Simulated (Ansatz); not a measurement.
# Dielectric response of KCl (001) films, part 2 of 5

Aim: the electronic and static ε of rocksalt KCl (001) from films of several thicknesses in a field.

Ansatz 0.2.0; plane-wave DFT, PBE, Ansatz PAW (the session's first sound run).

So far, ionisation energy, upper face (eV): step 2 (relaxation, 6 atoms, units 3) 6.21.

## (3) Single point on the relaxed film, 6 atoms, units 3

The film was relaxed beforehand; a single point on the relaxed positions gives its levels and potential.

input.yaml reads:

```yaml
crystal:
  lattice:
    - [4.44770165, 0.0, 0.0]
    - [0.0, 4.44770165, 0.0]
    - [0.0, 0.0, 24.29]
  atoms:
    - { symbol: K, position: [0.5, 0.5, 0.3696759625] }
    - { symbol: Cl, position: [0.0, 0.0, 0.3679326479] }
    - { symbol: K, position: [0.0, 0.0, 0.5000000062] }
    - { symbol: Cl, position: [0.5, 0.5, 0.499999986] }
    - { symbol: K, position: [0.5, 0.5, 0.630324048] }
    - { symbol: Cl, position: [0.0, 0.0, 0.6320673494] }
kpoints:
  mp_grid: { grid: [6, 6, 1] }
hamiltonian:
  xc: pbe
scf:
  occupations: { method: fixed }
  convergence: { dr2_threshold: 1.0e-09 }
efield:
  axis: 3
  dipole_correction: true
  ramp_position: 0.97
  ramp_width: 0.06
output:
  eigenvalues: true
  write_potential: true
  write_density: true
  volumetric_format: npy
```

Launch:

```
$ ansatz run input.yaml --threads 8 --pin off --max-ram 12288MiB --backend cpu --events-out ev --progress --plain --runs-dir out
```

Numbers of over 12 decimals in the logs are rounded to 6 here.

What it wrote:

```text
[...]
Crystal: 6 atoms, lattice volume = 480.506 Å³
Basis set: ecut = 420 eV, 9481 PW (Γ)
Bands: 30, of which v1, the nominal top of the filled ones, is band 24 counted from 1 (23 counted from 0)
Symmetry: 8 space group operations
k-points: 10 of 36
[...]
SCF iter   1: F=—  HF=-7863.384657 eV  |F-HF|=—  |Δ(HF+E_count)|=         —  Δρ=3.33e-4  dr2=1.04e-3  ethr=1.77e-3  p=0.000 e·Å  D=1.35e-7 V/Å  ΔV_dip=-0.00 eV  dr2_dipole=2.50e-10  V_vac-E_F(+/−)=6.17/6.17 eV  ⟨swp⟩=5.7  Hψ=1121  notcnv=0  defer=36
[...]
SCF iter   7: F=-7863.385538 eV  HF=-7863.385538 eV  |F-HF|=2.43e-10  |Δ(HF+E_count)|=   5.51e-9  Δρ=1.41e-7  dr2=1.51e-10  ethr=2.08e-12  p=0.000 e·Å  D=7.04e-8 V/Å  ΔV_dip=-0.00 eV  dr2_dipole=1.14e-13  V_vac-E_F(+/−)=6.21/6.21 eV  ⟨swp⟩=13.2  Hψ=1378  notcnv=0
SCF 1 converged in 7 iterations: F = -7863.385538 eV  dr2 = 1.51e-10
[...]
WARN: The output density's exchange-correlation potential varies sharply where the density is thin. Do not read a vacuum level from v_tot or v_xc, or from such a field of the output density. On a cell that repeats whose density bears no net charge and no dipole along the vacuum's axis use v_es (v_loc + v_h of the components); under efield.dipole_correction with no amplitude use v_es + v_field, which holds any externa [...]
SCF converged after 7 iterations
Free energy (F): -7863.385538 eV
[...]
Internal energy: -7863.385538 eV  (E = F + TS)
E sigma→0 (E₀):  -7863.385538 eV
Fermi energy:    -3.427970 eV
Dipole field:    D = 0.000000 V/Å  (p = 0.000001 e·Å, saw-weighted, corrected)
Work function:   Φ+ = 6.2120 eV   Φ− = 6.2120 eV
[...]
--- Band table (eV; the first three rows and the last of 10) ---
  k-point 0: bands = [... 20 lower, -3.4590, -3.4590, -3.4280, -3.4280, 1.5248, 1.8706, 2.6346, 3.1761, ... 2 higher]
  k-point 1: bands = [... 20 lower, -3.6214, -3.5238, -3.5107, -3.4863, 1.8586, 2.1192, 2.8891, 3.3842, ... 2 higher]
  k-point 2: bands = [... 20 lower, -3.6452, -3.6111, -3.5995, -3.5756, 2.6321, 2.7521, 3.5531, 3.9198, ... 2 higher]
  k-point 9: bands = [... 20 lower, -3.7213, -3.7213, -3.6145, -3.4974, 3.3382, 3.3382, 4.2421, 4.2421, ... 2 higher]
```

Elapsed: 1.8 s, on 8 threads of Arm Neoverse V2, shared host; peak memory 0.92 GiB.

Reading the cycles: dr2 is the Hartree energy of the density residual (eV), the measure of convergence; HF is the Harris–Foulkes estimate of the energy, which meets the free energy F at convergence.

Numbers from this step:

- gap on the k-mesh: 4.953 eV
- dipole along the normal: 9.64e-7 e·Å
- electron affinity, upper face: 1.259 eV

Running mean over 3.145 Å of the planar mean; the ramp of the sawtooth is left out. Table of electron's electrostatic potential energy less the highest filled level by z:

| z (Å) | electron's electrostatic potential energy less the highest filled level (eV) |
| --- | --- |
| 3 | 6.21 |
| 4 | 6.21 |
| 5 | 6.21 |
| 6 | 6.16 |
| 7 | 5.12 |
| 8 | 2.00 |
| 9 | 1.47 |
| 10 | 1.53 |
| 11 | 1.54 |
| 12 | 1.44 |
| 13 | 1.48 |
| 14 | 1.58 |
| 15 | 1.46 |
| 16 | 1.66 |
| 17 | 4.17 |
| 18 | 6.09 |
| 19 | 6.21 |
| 20 | 6.21 |
| 21 | 6.21 |

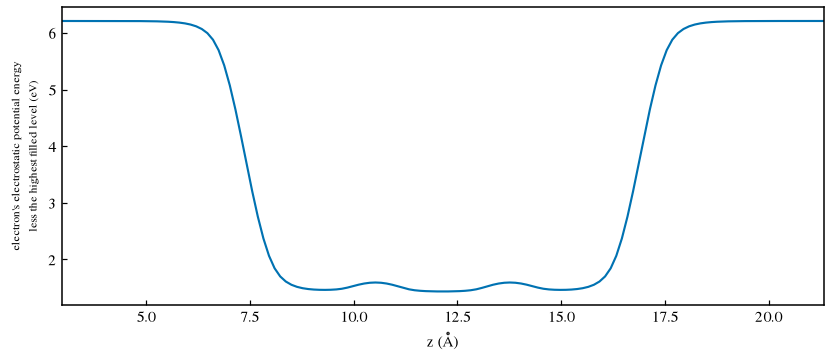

Electron's electrostatic potential energy less the highest filled level against z.

The gap is 4.95 eV, with the valence edge 6.21 eV and the conduction edge 1.26 eV under the upper vacuum level.

## (4) Atoms held, 6 atoms, units 3, field 0.05 V/Å

A sawtooth potential applies the field, turning back in the middle of the vacuum. With the dipole correction the typed value is the field outside the slab. The induced dipole is small, so the SCF threshold is tight.

input.yaml: that of step 3 with these lines changed.

```diff
@@ -18,3 +18,3 @@
   occupations: { method: fixed }
-  convergence: { dr2_threshold: 1.0e-09 }
+  convergence: { dr2_threshold: 1.0e-10 }
 efield:
@@ -24,4 +24,4 @@
   ramp_width: 0.06
+  amplitude: 0.05
 output:
-  eigenvalues: true
   write_potential: true
```

What it wrote:

```text
[...]
Crystal: 6 atoms, lattice volume = 480.506 Å³
Basis set: ecut = 420 eV, 9481 PW (Γ)
Bands: 30, of which v1, the nominal top of the filled ones, is band 24 counted from 1 (23 counted from 0)
Symmetry: 8 space group operations
k-points: 10 of 36
[...]
SCF iter   1: F=—  HF=-7864.769852 eV  |F-HF|=—  |Δ(HF+E_count)|=         —  Δρ=1.75e-2  dr2=4.06e0  ethr=3.10e-3  p=0.052 e·Å  D=1.96e-2 V/Å  ΔV_dip=-0.48 eV  dr2_dipole=4.03e-4  V_vac-E_F(+/−)=10.13/9.50 eV  ⟨swp⟩=5.6  Hψ=1105  notcnv=0  defer=35
[...]
SCF iter  11: F=-7863.386304 eV  HF=-7863.386304 eV  |F-HF|=1.82e-11  |Δ(HF+E_count)|=  1.46e-10  Δρ=4.25e-8  dr2=3.50e-12  ethr=1.00e-12  p=0.031 e·Å  D=1.15e-2 V/Å  ΔV_dip=-0.28 eV  dr2_dipole=1.13e-14  V_vac-E_F(+/−)=6.56/5.73 eV  ⟨swp⟩=11.6  Hψ=1202  notcnv=0
SCF 1 converged in 11 iterations: F = -7863.386304 eV  dr2 = 3.50e-12
[...]
SCF converged after 11 iterations
[...]
Free energy (F): -7863.386304 eV
[...]
Internal energy: -7863.386304 eV  (E = F + TS)
E sigma→0 (E₀):  -7863.386304 eV
Fermi energy:    -3.375550 eV
Dipole field:    D = 0.011529 V/Å  (p = 0.030615 e·Å, saw-weighted, corrected)
Work function:   not extracted (applied field tilts the vacuum); planar V_es + V_field profile in the machine report
[...]
--- Band table (eV; the first three rows and the last of 10) ---
  k-point 0: bands = [... 20 lower, -3.5095, -3.5095, -3.3756, -3.3756, 1.4904, 1.8913, 2.5978, 3.1079, ... 2 higher]
  k-point 1: bands = [... 20 lower, -3.5734, -3.5649, -3.5052, -3.4306, 1.8087, 2.1564, 2.8518, 3.3233, ... 2 higher]
  k-point 2: bands = [... 20 lower, -3.6758, -3.6732, -3.5403, -3.5369, 2.5392, 2.8358, 3.5247, 3.8510, ... 2 higher]
  k-point 9: bands = [... 20 lower, -3.6904, -3.6904, -3.6468, -3.4654, 3.3345, 3.3345, 4.2407, 4.2407, ... 2 higher]
```

Elapsed: 2 s, on 8 threads; peak memory 0.91 GiB; 14 s of CPU time.

This step gave:

```
gap on the k-mesh       : 4.866 eV
dipole along the normal : 0.03062 e·Å
```

The dipole is 0.0306 e·Å, and the gap on the mesh 4.866 eV.

## (5) Single point, 6 atoms, units 3, field -0.05 V/Å

input.yaml: that of step 4 with these lines changed.

```diff
@@ -24,3 +24,3 @@
   ramp_width: 0.06
-  amplitude: 0.05
+  amplitude: -0.05
 output:
```

What it wrote:

```text
[...]
Crystal: 6 atoms, lattice volume = 480.506 Å³
Basis set: ecut = 420 eV, 9481 PW (Γ)
Bands: 30, of which v1, the nominal top of the filled ones, is band 24 counted from 1 (23 counted from 0)
Symmetry: 8 space group operations
k-points: 10 of 36
[...]
k-point 0: bands = [... 20 lower, -3.5095, -3.5095, -3.3755, -3.3755, 1.4904, 1.8913, 2.5978, 3.1079, ... 2 higher]
  k-point 1: bands = [... 20 lower, -3.5734, -3.5649, -3.5052, -3.4306, 1.8087, 2.1564, 2.8518, 3.3233, ... 2 higher]
  k-point 2: bands = [... 20 lower, -3.6758, -3.6732, -3.5403, -3.5369, 2.5392, 2.8358, 3.5247, 3.8510, ... 2 higher]
  k-point 9: bands = [... 20 lower, -3.6904, -3.6904, -3.6468, -3.4654, 3.3345, 3.3345, 4.2407, 4.2407, ... 2 higher]
[key lines of the parts left out:]
SCF converged after 11 iterations
Free energy (F): -7863.386304 eV
Fermi energy:    -3.375548 eV
Dipole field:    D = -0.011529 V/Å  (p = -0.030614 e·Å, saw-weighted, corrected)
```

The job ended after 2 s (8 threads; peak memory 0.91 GiB; 14 s of CPU time).

The dipole is -0.0306 e·Å, and the gap on the mesh 4.866 eV.

## (6) Response with the atoms held, 6 atoms, units 3

This step: plane-wave DFT, PBE, Ansatz PAW; response to a field along the normal, atoms held (Ansatz 0.2.0).

The two fields give this film's response with the atoms held: the electronic part.

Numbers from this step:

* equivalent conductor thickness p/(ε₀AE): 5.601 Å
* distance between the outer atoms: 6.416 Å
* thickness: 9.435 Å

Local field over the applied field, running mean. From the potentials at -0.05 and 0.05 V/Å; running mean over 3.145 Å, taken twice. The local field over applied field by z:

| z (Å) | local field over applied field |
| --- | --- |
| 5 | 0.979 |
| 6 | 0.905 |
| 7 | 0.760 |
| 8 | 0.593 |
| 9 | 0.474 |
| 10 | 0.432 |
| 11 | 0.429 |
| 12 | 0.430 |
| 13 | 0.429 |
| 14 | 0.429 |
| 15 | 0.454 |
| 16 | 0.551 |
| 17 | 0.710 |
| 18 | 0.869 |
| 19 | 0.965 |
| 20 | 0.994 |

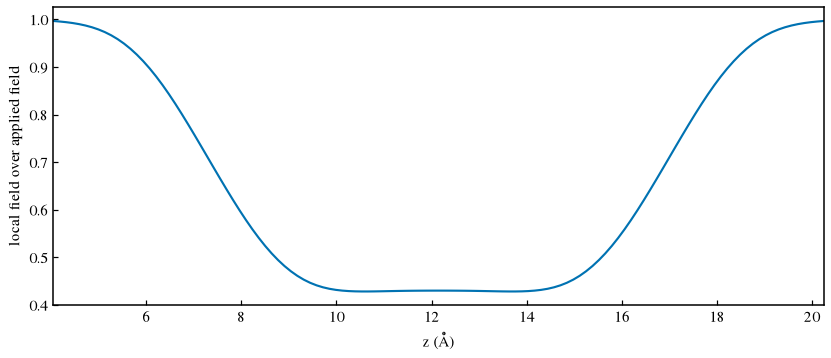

Local field over applied field against z.

The induced electron density oscillates, so the rows of the table below give means over windows of 2 Å about each position, cut where the curve ends. Its maxima inside the range that stand out by 2 % of the span (Å: e/Å³ per V/Å): 8.1: 0.00338, 11.3: 0.00312, 14.6: 0.00317. Its minima: 9.7: -0.00317, 13.0: -0.00312, 16.2: -0.00338.

Electrons, planar mean, per unit field. The induced electron density by z; means over each step:

| z (Å) | induced electron density (e/Å³ per V/Å) |
| --- | --- |
| 6 | 2.6e-4 |
| 8 | 0.00200 |
| 10 | -0.00116 |
| 12 | 3.8e-4 |
| 14 | 6.9e-4 |
| 16 | -0.00174 |
| 18 | -4.3e-4 |
| 20 | -1.1e-5 |

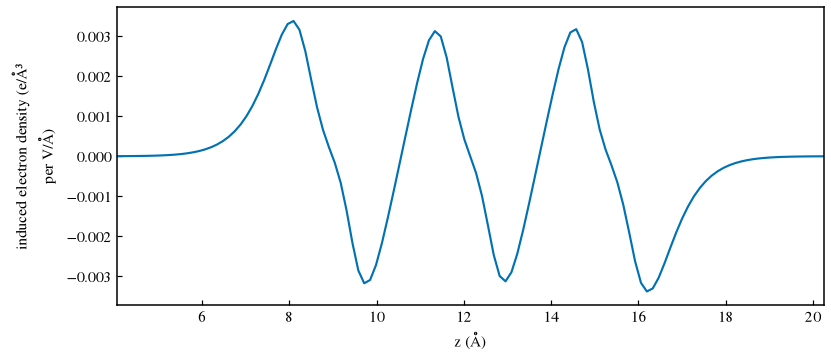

Induced electron density, plotted against z.

By hand: between -0.05 and 0.05 V/Å the dipole changes by 0.06123 e·Å, a slope of 0.6123 e·Å²/V. A perfect conductor of thickness t has p = ε₀AEt, so t = 180.95 × 0.6123 / 19.782 = 5.60 Å (e/ε₀ = 180.95 V·Å, A in Å²).

The induced dipole is that of a conductor 5.60 Å thick.

## (7) Relaxing in the field, 6 atoms, field 0.05 V/Å

This step: plane-wave DFT, PBE, Ansatz PAW (Ansatz 0.2.0).

Now the atoms may follow the field. A weak field makes forces of meV/Å to tens of meV/Å, so the force tolerance is set well below the usual one.

input.yaml: that of step 5 with these lines changed.

```diff
@@ -24,3 +24,6 @@
   ramp_width: 0.06
-  amplitude: -0.05
+  amplitude: 0.05
+relax:
+  f_tol: 0.0006
+  max_steps: 70
 output:
```

What it wrote:

```text
[...]
Crystal: 6 atoms, lattice volume = 480.506 Å³
Basis set: ecut = 420 eV, 9481 PW (Γ), exchange–correlation on 60×60×360 points (8 copies of the dense FFT grid, shifted against one another)
Bands: 30, of which v1, the nominal top of the filled ones, is band 24 counted from 1 (23 counted from 0)
Symmetry: 8 space group operations
k-points: 10 of 36
[...]
SCF iter   1: F=—  HF=-7864.769825 eV  |F-HF|=—  |Δ(HF+E_count)|=         —  Δρ=1.75e-2  dr2=4.06e0  ethr=3.10e-3  p=0.052 e·Å  D=1.96e-2 V/Å  ΔV_dip=-0.48 eV  dr2_dipole=4.03e-4  V_vac-E_F(+/−)=10.13/9.50 eV  ⟨swp⟩=5.6  Hψ=1105  notcnv=0  defer=35
[...]
SCF iter  11: F=-7863.386261 eV  HF=-7863.386261 eV  |F-HF|=5.37e-11  |Δ(HF+E_count)|=  2.00e-10  Δρ=4.28e-8  dr2=3.66e-12  ethr=1.00e-12  p=0.031 e·Å  D=1.15e-2 V/Å  ΔV_dip=-0.28 eV  dr2_dipole=2.25e-14  V_vac-E_F(+/−)=6.56/5.73 eV  ⟨swp⟩=6.0  Hψ=1373  notcnv=0
SCF 1 converged in 11 iterations: F = -7863.386261 eV  dr2 = 3.66e-12
[...]
relax step   1: F+E_penalty+E_count = -7863.38626116 eV  Δ(F+E_penalty+E_count) = +0.000e0 eV  max|allowed force component| = 2.427e-2 eV/Å  Δτ_max = 0.0000 Å  (11 SCF iters, accepted)
[...]
SCF iter   7: F=-7863.386708 eV  HF=-7863.386708 eV  |F-HF|=1.02e-10  |Δ(HF+E_count)|=   1.01e-9  Δρ=1.69e-7  dr2=8.86e-11  ethr=1.00e-12  p=0.048 e·Å  D=1.80e-2 V/Å  ΔV_dip=-0.44 eV  dr2_dipole=2.02e-12  V_vac-E_F(+/−)=6.51/5.84 eV  ⟨swp⟩=6.1  Hψ=1501  notcnv=0
SCF 2 converged in 7 iterations: F = -7863.386708 eV  dr2 = 8.86e-11
relax step   2: F+E_penalty+E_count = -7863.38670782 eV  Δ(F+E_penalty+E_count) = -4.467e-4 eV  max|allowed force component| = 8.957e-3 eV/Å  Δτ_max = 0.0092 Å  (7 SCF iters, accepted)
SCF iter   1: F=—  HF=-7863.386669 eV  |F-HF|=—  |Δ(HF+E_count)|=         —  Δρ=2.45e-5  dr2=2.39e-5  ethr=5.17e-7  p=0.048 e·Å  D=1.80e-2 V/Å  ΔV_dip=-0.44 eV  dr2_dipole=4.46e-6  V_vac-E_F(+/−)=6.52/5.84 eV  ⟨swp⟩=2.3  Hψ=586  notcnv=0  defer=40
[...]
SCF iter   6: F=-7863.386730 eV  HF=-7863.386730 eV  |F-HF|=9.64e-11  |Δ(HF+E_count)|=  2.29e-10  Δρ=1.13e-7  dr2=4.21e-11  ethr=1.00e-12  p=0.049 e·Å  D=1.86e-2 V/Å  ΔV_dip=-0.45 eV  dr2_dipole=3.59e-14  V_vac-E_F(+/−)=6.51/5.86 eV  ⟨swp⟩=6.0  Hψ=1430  notcnv=0
SCF 3 converged in 6 iterations: F = -7863.386730 eV  dr2 = 4.21e-11
relax step   3: F+E_penalty+E_count = -7863.38672958 eV  Δ(F+E_penalty+E_count) = -2.176e-5 eV  max|allowed force component| = 8.975e-4 eV/Å  Δτ_max = 0.0032 Å  (6 SCF iters, accepted)
SCF iter   1: F=—  HF=-7863.386730 eV  |F-HF|=—  |Δ(HF+E_count)|=         —  Δρ=3.74e-6  dr2=3.24e-7  ethr=4.45e-9  p=0.049 e·Å  D=1.86e-2 V/Å  ΔV_dip=-0.45 eV  dr2_dipole=2.06e-9  V_vac-E_F(+/−)=6.51/5.86 eV  ⟨swp⟩=2.0  Hψ=543  notcnv=0  defer=25
[...]
SCF iter   4: F=-7863.386730 eV  HF=-7863.386730 eV  |F-HF|=6.37e-11  |Δ(HF+E_count)|=  2.46e-10  Δρ=1.71e-7  dr2=8.34e-11  ethr=1.00e-12  p=0.049 e·Å  D=1.86e-2 V/Å  ΔV_dip=-0.45 eV  dr2_dipole=7.48e-13  V_vac-E_F(+/−)=6.51/5.86 eV  ⟨swp⟩=5.0  Hψ=1605  notcnv=0
SCF 4 converged in 4 iterations: F = -7863.386730 eV  dr2 = 8.34e-11
relax step   4: F+E_penalty+E_count = -7863.38672981 eV  Δ(F+E_penalty+E_count) = -2.294e-7 eV  max|allowed force component| = 1.849e-4 eV/Å  Δτ_max = 0.0003 Å  (4 SCF iters, accepted)
NSCF: frozen V_eff on 10 k-points
[...]
SCF converged after 4 iterations
[...]
Free energy (F): -7863.386730 eV
[...]
Internal energy: -7863.386730 eV  (E = F + TS)
E sigma→0 (E₀):  -7863.386730 eV
Fermi energy:    -3.419669 eV
Dipole field:    D = 0.018590 V/Å  (p = 0.049365 e·Å, saw-weighted, corrected)
Work function:   not extracted (applied field tilts the vacuum); planar V_es + V_field profile in the machine report
[...]
--- Forces (eV/Å), atoms counted from 1 ---
  atom   1  K     -0.00000000     0.00000000    -0.00011753
  atom   2  Cl    -0.00000000     0.00000000    -0.00012005
  atom   3  K      0.00000000     0.00000000     0.00012269
  atom   4  Cl    -0.00000000     0.00000000     0.00018474
  atom   5  K      0.00000000     0.00000000    -0.00005273
  atom   6  Cl    -0.00000000     0.00000000    -0.00001832
  max |Σ_I F_I| component: 1.20e-6 eV/Å
--- Band table (eV; the first three rows and the last of 10) ---
  k-point 0: bands = [... 20 lower, -3.4674, -3.4674, -3.4197, -3.4197, 1.5165, 1.8719, 2.6217, 3.1479, ... 2 higher]
  k-point 1: bands = [... 20 lower, -3.6150, -3.5220, -3.5205, -3.4767, 1.8457, 2.1250, 2.8770, 3.3624, ... 2 higher]
  k-point 2: bands = [... 20 lower, -3.6491, -3.6246, -3.5860, -3.5716, 2.6019, 2.7759, 3.5447, 3.8971, ... 2 higher]
  k-point 9: bands = [... 20 lower, -3.7182, -3.7182, -3.6176, -3.4946, 3.3379, 3.3379, 4.2420, 4.2420, ... 2 higher]
--- Relaxed structure (4 steps of the walk, 4 accepted, 0 SCFs on fresh bases) ---
  F+E_penalty+E_count = -7863.38672981 eV   max|allowed force component| = 1.849e-4 eV/Å
  atoms:
    - { symbol: K, position: [0.5, 0.5, 0.370000] }
    - { symbol: Cl, position: [0, 0.0, 0.367554] }
    - { symbol: K, position: [0, 0.0, 0.500126] }
    - { symbol: Cl, position: [0.5, 0.5, 0.499921] }
    - { symbol: K, position: [0.5, 0.5, 0.630680] }
    - { symbol: Cl, position: [0, 0.0, 0.631719] }
```

Wall time 4.7 s (8 threads); peak memory 0.89 GiB.

The steps of the relaxation:

| step | energy less that of the first step (eV) | largest force component (eV/Å) |
| --- | --- | --- |
| 1 | 0.0000 | 0.0243 |
| 2 | -0.0004 | 0.0090 |
| 3 | -0.0005 | 0.0009 |
| 4 | -0.0005 | 0.0002 |

Forces are held to the 8 operations that the run works with; a distortion that breaks them can't arise in this run.

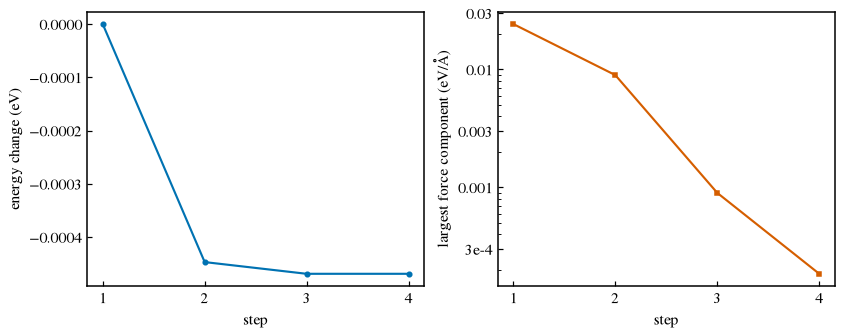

Energy and largest force along the relaxation.

The relaxed structure:

```xyz
6
Lattice="4.4477 0.0000 0.0000 0.0000 4.4477 0.0000 0.0000 0.0000 24.2900" Properties=species:S:1:pos:R:3
K     2.2239    2.2239    8.9873
Cl    0.0000    0.0000    8.9279
K     0.0000    0.0000   12.1481
Cl    2.2239    2.2239   12.1431
K     2.2239    2.2239   15.3192
Cl    0.0000    0.0000   15.3445
```

This step gave:

```
gap on the k-mesh       : 4.936 eV
dipole along the normal : 0.04936 e·Å
```

The relaxation took 4 steps and lowered the energy by 4.7e-4 eV; the largest force on the free atoms ends at 1.8e-4 eV/Å.

The dipole is 0.0494 e·Å, and the gap on the mesh 4.936 eV.

## (8) Field on, atoms free, 6 atoms, field -0.05 V/Å

The opposite sign, again from the field-free geometry; the difference of the two cancels what relaxes without a field.

input.yaml: that of step 7 with these lines changed.

```diff
@@ -24,3 +24,3 @@
   ramp_width: 0.06
-  amplitude: 0.05
+  amplitude: -0.05
 relax:
```

What it wrote:

```text
[...]
Crystal: 6 atoms, lattice volume = 480.506 Å³
Basis set: ecut = 420 eV, 9481 PW (Γ), exchange–correlation on 60×60×360 points (8 copies of the dense FFT grid, shifted against one another)
Bands: 30, of which v1, the nominal top of the filled ones, is band 24 counted from 1 (23 counted from 0)
Symmetry: 8 space group operations
k-points: 10 of 36
[...]
--- Relaxed structure (4 steps of the walk, 4 accepted, 0 SCFs on fresh bases) ---
  F+E_penalty+E_count = -7863.38672981 eV   max|allowed force component| = 1.808e-4 eV/Å
  atoms:
    - { symbol: K, position: [0.5, 0.5, 0.369320] }
    - { symbol: Cl, position: [0, 0.0, 0.368281] }
    - { symbol: K, position: [0, 0.0, 0.499874] }
    - { symbol: Cl, position: [0.5, 0.5, 0.500079] }
    - { symbol: K, position: [0.5, 0.5, 0.630000] }
    - { symbol: Cl, position: [0, 0.0, 0.632446] }
[key lines of the parts left out:]
SCF converged after 4 iterations
Free energy (F): -7863.386730 eV
Fermi energy:    -3.419662 eV
Dipole field:    D = -0.018591 V/Å  (p = -0.049367 e·Å, saw-weighted, corrected)
```

Wall time 4.7 s (8 threads); peak memory 0.89 GiB.

The steps of the relaxation:

| step | energy less that of the first step (eV) | largest force component (eV/Å) |
| --- | --- | --- |
| 1 | 0.0000 | 0.0243 |
| 2 | -0.0004 | 0.0090 |
| 3 | -0.0005 | 0.0009 |
| 4 | -0.0005 | 0.0002 |

Forces are held to the 8 operations that the run works with; a distortion that breaks them can't arise in this run.

The relaxed structure:

```cif
data_structure
_symmetry_space_group_name_H-M 'P 1'
_symmetry_Int_Tables_number 1
_cell_length_a 4.4477
_cell_length_b 4.4477
_cell_length_c 24.2900
_cell_angle_alpha 90.000
_cell_angle_beta 90.000
_cell_angle_gamma 90.000
_cell_volume 480.51
loop_
_atom_site_label
_atom_site_type_symbol
_atom_site_fract_x
_atom_site_fract_y
_atom_site_fract_z
_atom_site_occupancy
K1 K 0.50000 0.50000 0.36932 1
Cl2 Cl 0.00000 0.00000 0.36828 1
K3 K 0.00000 0.00000 0.49987 1
Cl4 Cl 0.50000 0.50000 0.50008 1
K5 K 0.50000 0.50000 0.63000 1
Cl6 Cl 0.00000 0.00000 0.63245 1
```

The relaxation took 4 steps and lowered the energy by 4.7e-4 eV; the largest force on the free atoms ends at 1.8e-4 eV/Å.

The dipole is -0.0494 e·Å, and the gap on the mesh 4.936 eV.

(Continued in part 3 of 5.)

[Logs are printed without paths, hosts, clocks, repeated set-up lines and the standing remarks that a program may print on its own settings, such as how far it seeks lower states.]

[Hosts, paths, dates, database ids (printed as entryN), source tags and the programs' standing remarks are cut or masked in the printed files.]

[Maps of the electrostatic potential energy from Ansatz leave out the sawtooth potential of an applied field or a dipole correction, so their vacuum need not be flat; planar profiles and work functions include it.]
